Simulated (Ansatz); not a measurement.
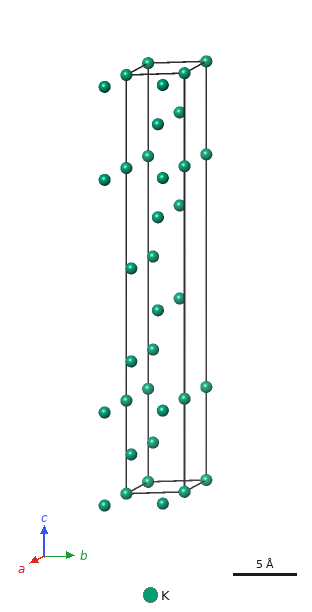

This is crystalline K (set up in R-3m). Style: ball-and-stick. Shown: the conventional cell (3 times the calculation's cell), repeated 2 × 1 × 1 with one cell outlined, slightly off an axis. Lengths and directions refer to the drawn axes.

Level of theory: DFT PBE, scalar-relativistic, plane waves, PAW (Ansatz 0.2.0). Settings: plane-wave cutoff 420 eV; k-point mesh 12 × 12 × 12; occupations gaussian; smearing width 0.1 eV; no spin polarisation.

Change: Every potassium atom is replaced by rubidium, which gives Rb. Cell and atoms are relaxed again (to zero pressure within 0.1 GPa, forces under 0.01 eV/Å).

Input file:
```yaml
crystal:
  lattice:
    - [2.4994526565, 1.443059664, 12.1610880083]
    - [-2.4994526565, 1.443059664, 12.1610880083]
    - [0.0, -2.8861193281, 12.1610880083]
  atoms:
    - { symbol: Rb, position: [0.0, 0.0, 0.0] }
    - { symbol: Rb, position: [0.7777896074, 0.7777896074, 0.7777896074] }
    - { symbol: Rb, position: [0.2222103926, 0.2222103926, 0.2222103926] }
basis:
  ecutwfc: 420
kpoints:
  mp_grid: { grid: [12, 12, 12] }
hamiltonian:
  xc: pbe
scf:
  occupations: { method: gaussian, width: 0.1 }
output:
  forces: true
  stress: true
  eigenvalues: true
relax:
  adjacent_minimum: "off"
  f_tol: 0.01
  max_steps: 60
  cell: { stress_tol: 0.1 }
```

> What does the calculation give for the changed structure?

The volume per atom goes from 73.82 to 91.21 Å³. Both are metals. Cell: a = b 4.719 → 5.066 Å (+7.3 %), c 34.444 → 36.937 Å (+7.2 %). Volume +23.6 %. The space group stays R-3m (No. 166).

The changed structure in the same view:

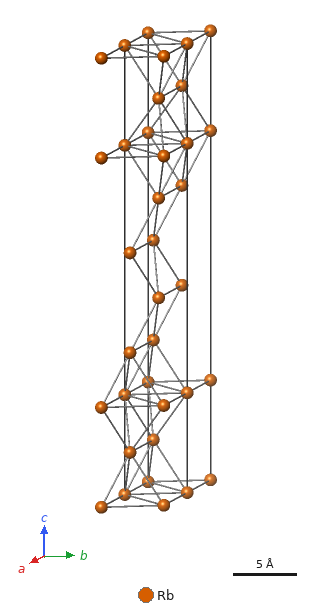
